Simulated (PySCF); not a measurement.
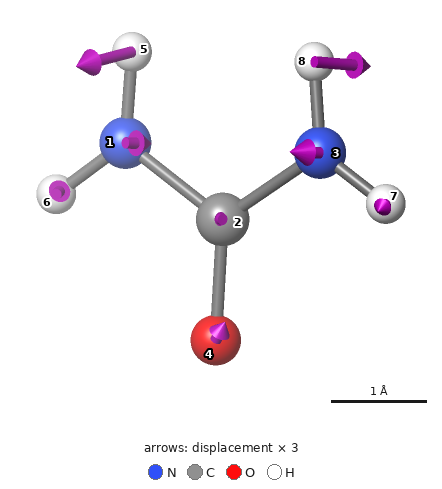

This is a relaxation of CH4N2O. The starting structure is drawn; purple arrows show the displacements, 3 times their true length. The two geometries are superimposed by the best rigid fit.

The picture is a ball-and-stick view, seen at a tilt.

The start comes from MMFF94s. Its atoms were then displaced at random by about 0.03 Å.

All numbers below come from PySCF 2.14.0, density-fitted response routines, PBE0-D3(BJ)/def2-SVP geometry optimisation, gas phase. 

Which element moves most?

Hydrogen: up to 0.29 Å, against 0.14 Å for nitrogen.

What happened in the run?

After 18 geometry steps the energy has fallen by 16.4 kcal/mol. The largest move after the best rigid fit is that of H5, 0.29 Å. Largest moves by element: H 0.29 Å, N 0.14 Å, O 0.09 Å, C 0.04 Å. Some distances before and after: C2–O4 1.281 → 1.212 Å, N3–H7 0.944 → 1.012 Å, N1–C2 1.436 → 1.379 Å, N3–H8 0.960 → 1.012 Å. Bond angles that change, for instance: H5–N1–H6 129.9° → 115.0°, H7–N3–H8 128.7° → 115.3°, N1–C2–O4 118.1° → 123.0°.
